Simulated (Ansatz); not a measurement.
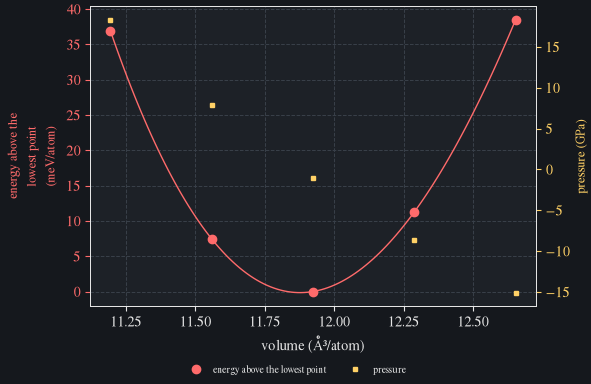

The figure shows the energy above the lowest point and pressure against volume for ZrN, space group Fm-3m (No. 225) (one of a set of cubic test structures, which need not be the stable phase).

Method: equation of state of a cubic crystal from periodic Kohn-Sham density functional theory without spin, third-order Birch-Murnaghan fit to the free energies; pressure corrected for the finite basis (Ansatz 0.2.0 development build). Level: HSE06.

| setting | value |
| --- | --- |
| structure type | rock salt |
| atoms in cell | 2 |
| space group number | 225 |
| lattice centring | face-centred primitive |
| k mesh | 4×4×4 |
| occupation method | Fermi–Dirac |
| occupation width | 0.1 eV |
| wave cutoff | 870 eV |
| datasets | hand-made PAW |
| density tolerance | 0 eV |
| bands | 13 |
| density cutoff ratio | 4 |
| search for lower states | default |
| exchange singularity | regularized |

**Give the fitted equation-of-state parameters.**

A third-order Birch–Murnaghan fit gives V0 = 11.88 Å³/atom, B0 = 273 GPa and B′ = 4.3.

**What does the pressure do across the range?**

It falls from 18.3 GPa at volume 11.19 Å³/atom to −15.1 GPa at 12.65 Å³/atom, and changes sign near 11.88 Å³/atom.

Keep in mind: coarse k-mesh, values are not converged in k.

The computed values:

```tsv
volume (Å³/atom)	energy above the lowest point (meV/atom)	pressure (GPa)
11.19	37.0	18.3
11.56	7.5	7.8
11.92	0.0	-1.1
12.29	11.3	-8.6
12.65	38.5	-15.1
```
